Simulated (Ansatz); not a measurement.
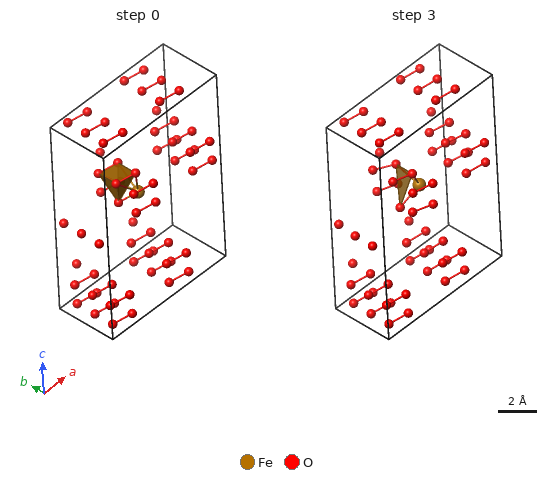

The structure of a defect cell of composition FeO₄₇ before (left) and after (right) a relaxation, at one scale.

Style: polyhedral. Shown: the cell of the calculation (origin shifted), slightly off an axis.

Case: Fe on a O site (g), charge +0, atoms relaxed at the host's cell.

Theory: Ansatz, DFT PBE+D3(BJ), scalar-relativistic, plane waves, PAW. Settings: plane-wave cutoff 420 eV; k-point mesh 2 × 2 × 2; occupations gaussian; smearing width 0.01 eV; collinear spin; atoms relaxed in a fixed cell; force threshold 0.025 eV/Å; at most 45 steps.

**What changed between the two?**

The run was cut off at its time limit before the relaxation converged, so the last structure is only a point on the way. After 3 geometry steps the energy has fallen by 8.601 eV per cell of the calculation. Largest force component: 42 eV/Å at the start, 1.2 eV/Å at the end. The atom that moves furthest is the Fe atom (0.47 Å along [2 −1 1]). Largest moves by element: Fe 0.47 Å, O 0.44 Å. The cell doesn't change. Near-neighbour distances that change, for instance: Fe–O 1.215 → 1.596 Å, Fe–O 2.458 → 2.758 Å, Fe–O 2.137 → 1.891 Å, O–O 1.215 → 1.279 Å. Among the angles between lasting bonds that change: Fe–O–O 90.0° → 119.7°, O–Fe–O 92.3° → 97.3°, O–Fe–O 90.0° → 92.9°. The run took 11 min on 4 threads of Arm Neoverse V1, with other jobs on the host, peak memory 3.4 GiB.
